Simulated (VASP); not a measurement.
# Run report: SrCl₂, geometry relaxation (part 1 of 2)

System: SrCl₂ (3 atoms in the cell).
Method: Kohn-Sham DFT of a periodic cell, PBEsol, VASP PAW PBE potentials, recommended, no spin polarisation (VASP 6.6.1).

The structure derives from an entry of the Crystallography Open Database.

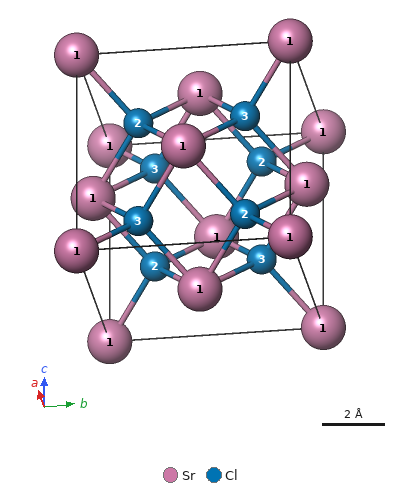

*The structure as given in the input (ball-and-stick view of the cell 4 times as large as that of the calculation, set on its symmetry axes, seen at an oblique angle; atoms are numbered from 1 in the order of the input).*

### Summary

```csv
quantity,value
outcome,converged
space group (tolerance 0.01 Å),Fm-3m (225)
electrons treated,24
free energy,−13.3431 eV
Fermi energy,0.428 eV
gap on the k-point mesh,5.23 eV
pressure,0.00 GPa
final volume,82.80 Å³
largest force (length of the vector) at the end,under 0.001 eV/Å
final cell,"a = 4.892 Å, b = 4.892 Å, c = 4.892 Å, α = 60.00°, β = 60.00°, γ = 60.00°"
hardware,"1 thread of Intel Xeon @ 2.50GHz (Skylake/Cascade Lake), 64 GiB of memory available, shared host"
wall time,89 s
peak memory,0.26 GiB
```

### INCAR
```
PREC     = Accurate       # precision mode
ENCUT    = 600            # plane-wave cutoff, eV
EDIFF    = 1E-6           # SCF threshold, eV
ISMEAR   = 0              # smearing method
SIGMA    = 0.03           # smearing width, eV
LREAL    = F              # projectors in reciprocal space
LASPH    = T              # aspherical terms in the spheres
NELM     = 80             # most SCF steps
ALGO     = Normal         # electronic algorithm
ISIF     = 3              # what is computed and relaxed
LWAVE    = F              # write WAVECAR
LCHARG   = F              # write CHGCAR
GGA      = PS             # functional
IBRION   = 2              # ionic algorithm
NSW      = 90             # ionic steps
EDIFFG   = -0.01          # ionic threshold
```

### KPOINTS
```
Automatic mesh
0
Gamma
  8 8 8
```

### POSCAR
```
SrCl2
1.0
    0.0000000000      3.4883500000      3.4883500000
    3.4883500000      0.0000000000      3.4883500000
    3.4883500000      3.4883500000      0.0000000000
Sr Cl
1 2
Direct
    0.0000000000      0.0000000000      0.0000000000
    0.2500000000      0.2500000000      0.2500000000
    0.7500000000      0.7500000000      0.7500000000
```

Run as:
```bash
cat potpaw_PBE.64/Sr_sv/POTCAR potpaw_PBE.64/Cl/POTCAR > POTCAR
mpirun -np 1 vasp_std > vasp.out
```

### OSZICAR
```
N       E                     dE             d eps       ncg     rms          rms(c)
DAV:   1     0.159874990050E+03    0.15987E+03   -0.12571E+04   928   0.150E+03
DAV:   2    -0.362223878772E+01   -0.16350E+03   -0.15966E+03  1288   0.260E+02
DAV:   3    -0.132427768464E+02   -0.96205E+01   -0.96136E+01  1192   0.671E+01
DAV:   4    -0.135574179125E+02   -0.31464E+00   -0.31456E+00  1656   0.998E+00
DAV:   5    -0.135610784720E+02   -0.36606E-02   -0.36605E-02  1344   0.885E-01    0.139E+01
DAV:   6    -0.133277413442E+02    0.23334E+00   -0.60520E-01  1240   0.449E+00    0.881E+00
DAV:   7    -0.133322862288E+02   -0.45449E-02   -0.35745E-01  1408   0.388E+00    0.154E+00
DAV:   8    -0.133338965495E+02   -0.16103E-02   -0.53347E-02  1192   0.135E+00    0.274E-01
DAV:   9    -0.133356708758E+02   -0.17743E-02   -0.19629E-03  1304   0.284E-01    0.101E-01
DAV:  10    -0.133368920512E+02   -0.12212E-02   -0.11419E-03  1128   0.192E-01    0.327E-02
DAV:  11    -0.133370030195E+02   -0.11097E-03   -0.13604E-04  1296   0.602E-02    0.330E-02
DAV:  12    -0.133370164760E+02   -0.13456E-04   -0.22396E-05  1208   0.247E-02    0.636E-03
DAV:  13    -0.133370195433E+02   -0.30674E-05   -0.53113E-06  1224   0.124E-02    0.376E-03
DAV:  14    -0.133370197356E+02   -0.19231E-06   -0.74578E-07  1000   0.501E-03
   1 F= -.13337020E+02 E0= -.13337020E+02  d E =-.133370E+02
       N       E                     dE             d eps       ncg     rms          rms(c)
DAV:   1    -0.134214715430E+02   -0.84452E-01   -0.18068E+00  1168   0.968E+00    0.200E+00
DAV:   2    -0.133556212614E+02    0.65850E-01   -0.15626E-01  1128   0.260E+00    0.675E-01
DAV:   3    -0.133422556236E+02    0.13366E-01   -0.44404E-02  1664   0.129E+00    0.493E-01
DAV:   4    -0.133425216077E+02   -0.26598E-03   -0.23002E-03  1688   0.285E-01    0.346E-01
DAV:   5    -0.133430339159E+02   -0.51231E-03   -0.17468E-03  1640   0.215E-01    0.692E-02
DAV:   6    -0.133430284820E+02    0.54339E-05   -0.62146E-05  1256   0.624E-02    0.164E-02
DAV:   7    -0.133430315885E+02   -0.31066E-05   -0.10223E-05  1432   0.181E-02    0.694E-03
DAV:   8    -0.133430323929E+02   -0.80431E-06   -0.57786E-07   936   0.559E-03
   2 F= -.13343032E+02 E0= -.13343032E+02  d E =-.601266E-02
       N       E                     dE             d eps       ncg     rms          rms(c)
DAV:   1    -0.133435459081E+02   -0.51432E-03   -0.11263E-02  1152   0.765E-01    0.157E-01
DAV:   2    -0.133431378874E+02    0.40802E-03   -0.98847E-04  1120   0.207E-01    0.532E-02
DAV:   3    -0.133430554136E+02    0.82474E-04   -0.25805E-04  1624   0.996E-02    0.432E-02
DAV:   4    -0.133430593677E+02   -0.39540E-05   -0.17290E-05  1672   0.245E-02    0.294E-02
DAV:   5    -0.133430652744E+02   -0.59067E-05   -0.11256E-05  1640   0.176E-02    0.434E-03
DAV:   6    -0.133430653314E+02   -0.56998E-07   -0.38313E-07   744   0.510E-03
   3 F= -.13343065E+02 E0= -.13343065E+02  d E =-.604560E-02
```

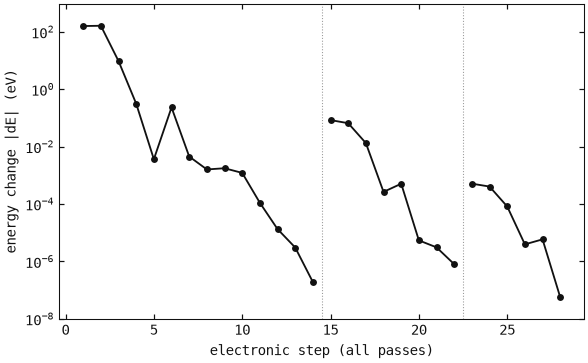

*Convergence of the self-consistent field: energy change |dE| against the electronic step. Each stretch between dotted lines is the SCF of one geometry step of a relaxation.*

The 3 ionic steps take 6 to 14 electronic steps each. The density is held fixed in the first few steps, and dE rises again when its update begins.

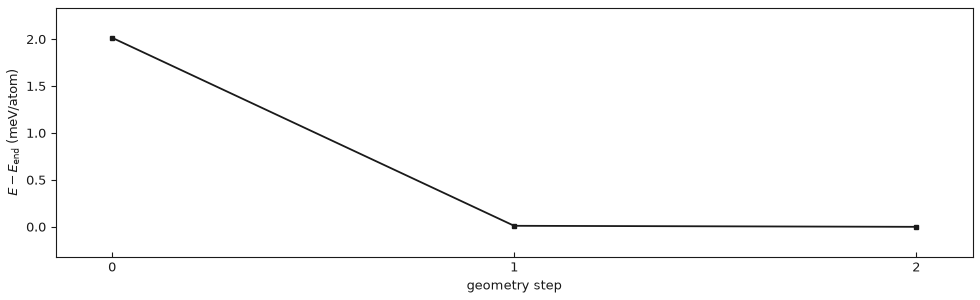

*Progress of the relaxation, step by step (steps are counted from 0).*

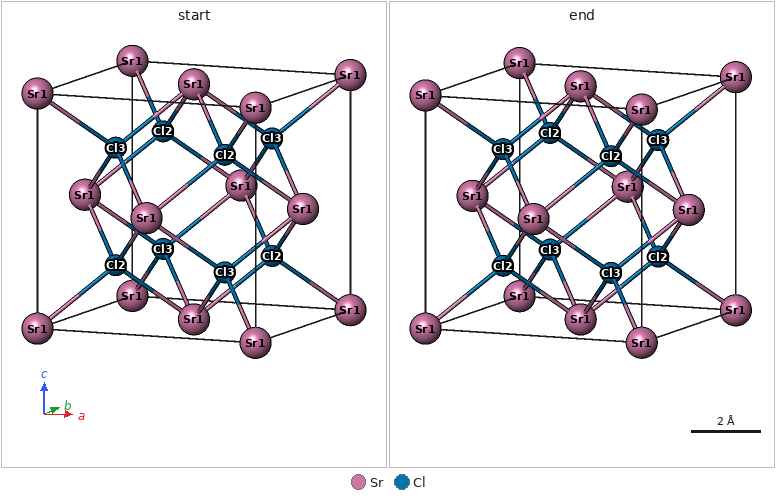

*Before (left) and after (right) the relaxation, at one scale (ball-and-stick view of the cell 4 times as large as that of the calculation, set on its symmetry axes, seen slightly off an axis).*

The atoms keep their places relative to the cell (all moves are under 0.005 Å). The volume changes by −2.5 %, with a = b = c 6.977 → 6.919 Å (−0.8 %). Among the contacts that change: Sr1–Cl2 3.021 → 2.996 Å. The space group stays Fm-3m (No. 225). After 2 geometry steps the energy has fallen by 2.0 meV per atom. All forces vanish by symmetry, so only the cell relaxes. (Atoms are counted from 1 in the order of the input.)

### Parts of OUTCAR
```
PREC = Accurate
   ENCUT = 600
   EDIFF = 1E-6
   ISMEAR = 0
   LREAL = F
   LASPH = T
   NELM = 80
   ISIF = 3
   GGA = PS
   IBRION = 2
   NSW = 90
   EDIFFG = -0.01

 ion  position               nearest neighbor table
   1  0.000  0.000  0.000-   3 3.02   3 3.02   3 3.02   2 3.02   3 3.02   2 3.02   2 3.02   2 3.02

   2  0.250  0.250  0.250-   1 3.02   1 3.02   1 3.02   1 3.02
   3  0.750  0.750  0.750-   1 3.02   1 3.02   1 3.02   1 3.02

  LATTYP: Found a face centered cubic cell.
 ALAT       =     6.9767000000

  Lattice vectors:

 A1 = (   0.0000000000,   3.4883500000,   3.4883500000)
 A2 = (   3.4883500000,   0.0000000000,   3.4883500000)
 A3 = (   3.4883500000,   3.4883500000,   0.0000000000)

Analysis of symmetry for initial positions (statically):
=====================================================================
 Subroutine PRICEL returns:
 Original cell was already a primitive cell.

 Routine SETGRP: Setting up the symmetry group for a
 face centered cubic supercell.

 Subroutine GETGRP returns: Found 48 space group operations
 (whereof 48 operations were pure point group operations)
 out of a pool of 48 trial point group operations.

The static configuration has the point symmetry O_h .

Analysis of symmetry for dynamics (positions and initial velocities):
=====================================================================
 Subroutine PRICEL returns:
 Original cell was already a primitive cell.

 Routine SETGRP: Setting up the symmetry group for a
 face centered cubic supercell.

 Subroutine GETGRP returns: Found 48 space group operations
 (whereof 48 operations were pure point group operations)
 out of a pool of 48 trial point group operations.

The dynamic configuration has the point symmetry O_h .

 Subroutine INISYM returns: Found 48 space group operations
 (whereof 48 operations are pure point group operations),
 and found     1 'primitive' translations

----------------------------------------------------------------------------------------

                                     Primitive cell

  volume of cell :      84.8966

  direct lattice vectors                    reciprocal lattice vectors
     0.000000000  3.488350000  3.488350000    -0.143334241  0.143334241  0.143334241
     3.488350000  0.000000000  3.488350000     0.143334241 -0.143334241  0.143334241
     3.488350000  3.488350000  0.000000000     0.143334241  0.143334241 -0.143334241

  length of vectors
     4.933271880  4.933271880  4.933271880     0.248262188  0.248262188  0.248262188

  position of ions in fractional coordinates (direct lattice)
     0.000000000  0.000000000  0.000000000
     0.250000000  0.250000000  0.250000000
     0.750000000  0.750000000  0.750000000

  ion indices of the primitive-cell ions
   primitive index   ion index
                 1           1
                 2           2
                 3           3

----------------------------------------------------------------------------------------

 KPOINTS: Automatic mesh

Automatic generation of k-mesh.
 Grid dimensions read from file:
 generate k-points for:    8    8    8

 Generating k-lattice:

  Cartesian coordinates                     Fractional coordinates (reciprocal lattice)
    -0.017916780  0.017916780  0.017916780     0.125000000  0.000000000  0.000000000
     0.017916780 -0.017916780  0.017916780     0.000000000  0.125000000  0.000000000
     0.017916780  0.017916780 -0.017916780     0.000000000  0.000000000  0.125000000

  Length of vectors
     0.031032774  0.031032774  0.031032774

  Shift w.r.t. Gamma in fractional coordinates (k-lattice)
     0.000000000  0.000000000  0.000000000

 Subroutine IBZKPT returns following result:
 ===========================================

 Found     29 irreducible k-points:

 Following reciprocal coordinates:
            Coordinates               Weight
  0.000000  0.000000  0.000000      1.000000
  0.125000  0.000000  0.000000      8.000000
  0.250000  0.000000  0.000000      8.000000
  0.375000  0.000000  0.000000      8.000000
  0.500000  0.000000  0.000000      4.000000
  0.125000  0.125000  0.000000      6.000000
  0.250000  0.125000  0.000000     24.000000
  0.375000  0.125000  0.000000     24.000000
  0.500000  0.125000  0.000000     24.000000
 -0.375000  0.125000  0.000000     24.000000
 -0.250000  0.125000  0.000000     24.000000
 -0.125000  0.125000  0.000000     12.000000
  0.250000  0.250000  0.000000      6.000000
  0.375000  0.250000  0.000000     24.000000
  0.500000  0.250000  0.000000     24.000000
 -0.375000  0.250000  0.000000     24.000000
 -0.250000  0.250000  0.000000     12.000000
  0.375000  0.375000  0.000000      6.000000
  0.500000  0.375000  0.000000     24.000000
 -0.375000  0.375000  0.000000     12.000000
  0.500000  0.500000  0.000000      3.000000
  0.375000  0.250000  0.125000     24.000000
  0.500000  0.250000  0.125000     48.000000
 -0.375000  0.250000  0.125000     24.000000
 [... further k-points ...]
```
